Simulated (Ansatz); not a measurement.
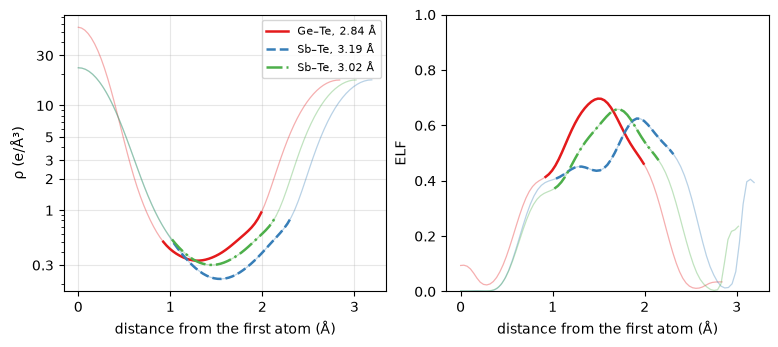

Ge2Sb2Te5. Valence pseudo-density and ELF along straight lines between neighbouring atoms. Thin, pale parts lie inside the atomic spheres.

Space group P-3m1; a structure from a database of computed crystals, not necessarily the ambient phase.

These are results of DFT PBE, scalar-relativistic, plane waves, PAW in Ansatz, not measurements.

Core electrons are frozen (PAW), and the valence fields are smoothed inside the atomic spheres.

Input

```
crystal:
  lattice:
    - [4.2648321257, 0.0, 0.0]
    - [-2.1324160628, 3.6934529637, 0.0]
    - [0.0, 0.0, 17.999105]
  atoms:
    - { symbol: Ge, position: [0.0, 0.0, 0.332252] }
    - { symbol: Ge, position: [0.0, 0.0, 0.667748] }
    - { symbol: Sb, position: [0.33333333, 0.66666667, 0.112658] }
    - { symbol: Sb, position: [0.66666667, 0.33333333, 0.887342] }
    - { symbol: Te, position: [0.0, 0.0, 0.0] }
    - { symbol: Te, position: [0.33333333, 0.66666667, 0.790108] }
    - { symbol: Te, position: [0.66666667, 0.33333333, 0.209892] }
    - { symbol: Te, position: [0.33333333, 0.66666667, 0.411045] }
    - { symbol: Te, position: [0.66666667, 0.33333333, 0.588955] }
basis:
  ecutwfc: 420
kpoints:
  mp_grid: { grid: [12, 12, 2] }
hamiltonian:
  xc: pbe
scf:
  occupations: { method: gaussian, width: 0.01 }
output:
  forces: true
  stress: true
  eigenvalues: true
  write_density: true
  write_potential: true
  elf: true
  volumetric_format: npy
relax:
  adjacent_minimum: "off"
  f_tol: 0.005
  max_steps: 80
  cell: { stress_tol: 0.05 }
```

Command:

```sh
ansatz run input.yaml --threads 2 --pin off --max-ram 5120MiB --backend cpu --events-out ev --progress --plain --runs-dir out
```

Below, planes, directions and counts refer to the conventional cell (a = 4.27 Å, b = 4.27 Å, c = 18.01 Å, α = 90.00°, β = 90.00°, γ = 120.00°).

The fields are those of the relaxed geometry.

Question: Compare the contacts.

Answer: Ge–Te (2.84 Å): the density is about 0.35 e/Å³ at the midpoint; the ELF peaks at about 0.70 in the valence shell of Te, 1.3 Å from its nucleus, and is about 0.70 at the midpoint.
Sb–Te (3.19 Å): the density is about 0.22 e/Å³ at the midpoint; the ELF peaks at about 0.60 in the valence shell of Te, 1.3 Å from its nucleus, and is about 0.45 at the midpoint.
Sb–Te (3.02 Å): ρ is about 0.3 e/Å³ halfway; the ELF peaks at about 0.65 in the valence shell of Te, 1.3 Å from its nucleus, and is about 0.60 at the midpoint.
